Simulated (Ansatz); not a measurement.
**GaN: density, localisation and related maps**

```
CELL_PARAMETERS angstrom
2.08743 -2.08743 0.00000
2.08743 2.08743 0.00000
0.00000 0.00000 4.26014
ATOMIC_POSITIONS crystal
Ga 0.00000 0.00000 0.00000
Ga 0.50000 0.50000 0.50000
N 0.50000 0.50000 0.00000
N 0.00000 0.00000 0.50000
```

Space group I4/mmm; started from the rocksalt prototype, which need not be the ambient phase; changed on purpose from its base cell (epitaxial xy strain -1.0%); computed pressure about 3 GPa in this cell.

Method: DFT, r2SCAN, plane waves, PAW in Ansatz.

Core electrons are frozen (PAW), and the valence fields are smoothed inside the atomic spheres.

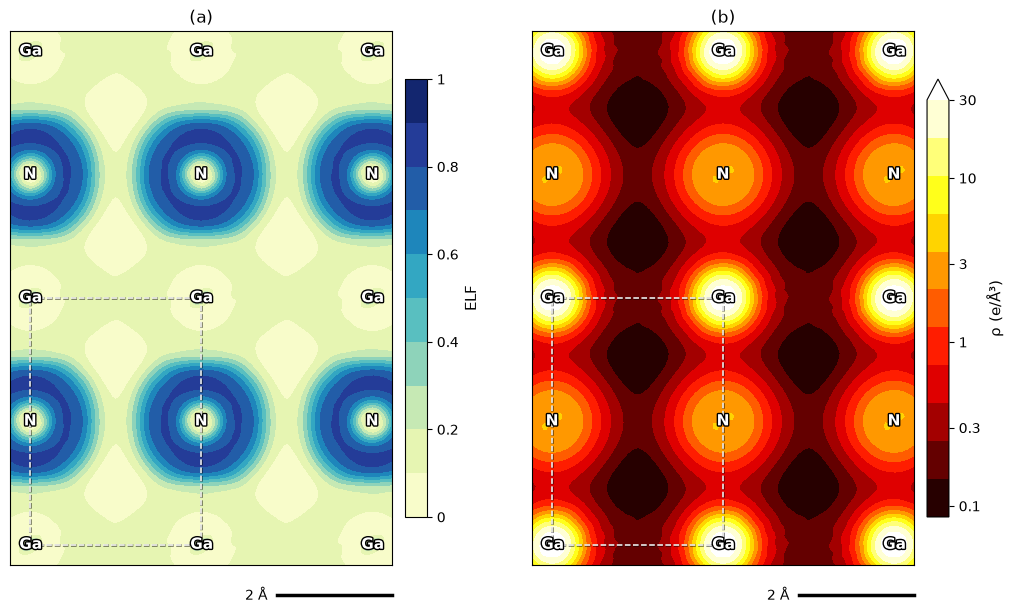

Figure 1. (a) ELF; (b) valence electron density on the (100) plane of the conventional cell.

> What do the fields say about this system?

The plane passes through Ga and N nuclei. Ga–N (2.13 Å): ρ is about 0.5 e/Å³ halfway; the ELF peaks at about 0.85 in the valence shell of N, 0.7 Å from its nucleus, and is about 0.35 at the midpoint. Between the atoms the lowest density in this plane is 0.09 e/Å³.

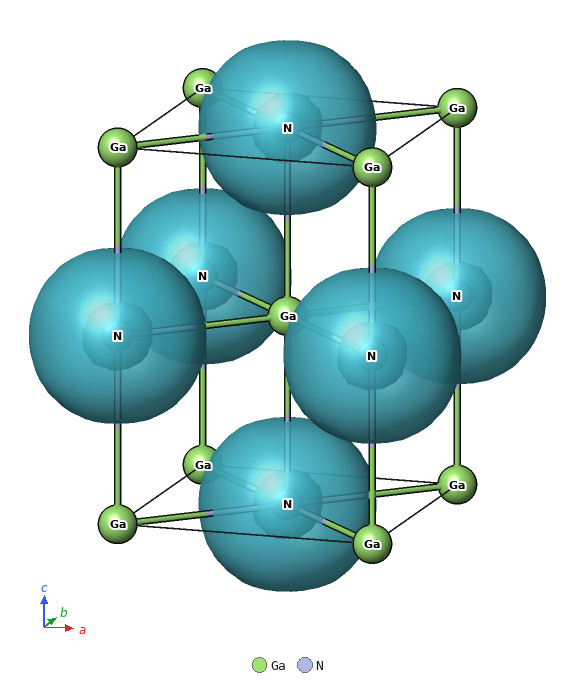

Figure 2. Isosurface of the ELF at 0.6 (cyan), seen slightly off an axis. Core shells and regions of very low density are left out. Sticks mark near contacts.

> What do the ELF domains correspond to?

The ELF exceeds this value in two regions wrapped around N (the valence shell of each), counted in one cell of 4 atoms. Any copies at cell faces, edges or corners count once.


Ga–N (2.09 Å): the ELF peaks at about 0.85 in the valence shell of N, 0.7 Å from its nucleus, and is about 0.40 at the midpoint.

> Metal or insulator at this level of theory?

It is gapped, with a Kohn–Sham gap of 1.1 eV on the k-point mesh, an upper bound to the gap of this method.
